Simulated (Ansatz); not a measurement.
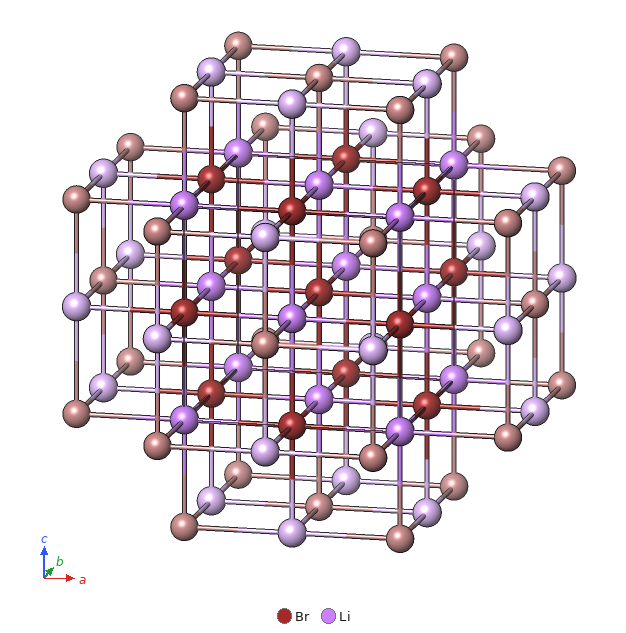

Ball-and-stick representation of a periodic structure, projected slightly off an axis. The drawn cell (a repeat of the simulation cell) is drawn as a box. The bonded neighbours beyond the faces are included, in fainter colours.

LiBr, a = 5.480 Å, b = 5.480 Å, c = 5.479 Å, α = 90.00°, β = 90.00°, γ = 88.57°. Strictly the space group is Immm (No. 71, within 0.01 Å). It is a distorted form of a face-centred cubic structure, space group Fm-3m (No. 225) within 0.25 Å: rock salt (NaCl type). The initial geometry was a structure type filled with these elements by a generator (whether the compound takes this form wasn't checked). The cell was then strained or its atoms displaced on purpose. It was run through Ansatz as a DFT input.

This one geometry was computed with Ansatz (DFT, plane waves, PAW) at three levels of theory: HSE06, PBE and r2SCAN. It was relaxed with r2SCAN and then strained.

**How does the band gap change with the level of theory?**

PBE: a gap of 4.91 eV, direct; r2SCAN: a gap of 5.79 eV, direct; HSE06: a gap of 6.13 eV, direct.

**Collect the results in a table.**

| level | cutoff (eV) | k-mesh of the run's cell | gap (eV) | pressure (GPa) |
| --- | --- | --- | --- | --- |
| HSE06 | 420 | 6×6×6 | 6.13 | -0.1 |
| PBE | 420 | 8×8×8 | 4.91 | 0.5 |
| r2SCAN | 500 | 8×8×8 | 5.79 | 0.0 |

Gaps are taken on the k-mesh or band path of each run.
